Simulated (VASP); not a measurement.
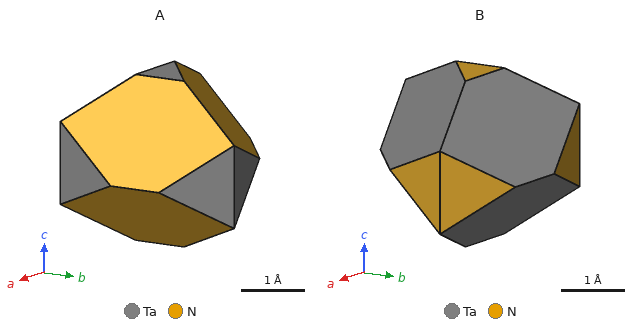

Computed Voronoi cells of the 2 sites of this structure, drawn to one scale and in one orientation; each face has the colour of the neighbour behind it.

TaN, space group P-6m2 (No. 187), a = 2.938 Å, b = 2.938 Å, c = 2.883 Å, α = 90.00°, β = 90.00°, γ = 120.00°

```tsv
site	Wyckoff	x	y	z
Ta	1b	0.0000	0.0000	0.5000
N	1e	0.6667	0.3333	0.0000
```

Origin: an entry of the Crystallography Open Database, as set up for an electronic-structure calculation.

Q: Which cell belongs to which site?

A: A is Ta (14 faces above 1 % of the solid angle, 10.8 Å³, mostly facing N); B is N (14 faces above 1 % of the solid angle, 10.8 Å³, mostly facing Ta).
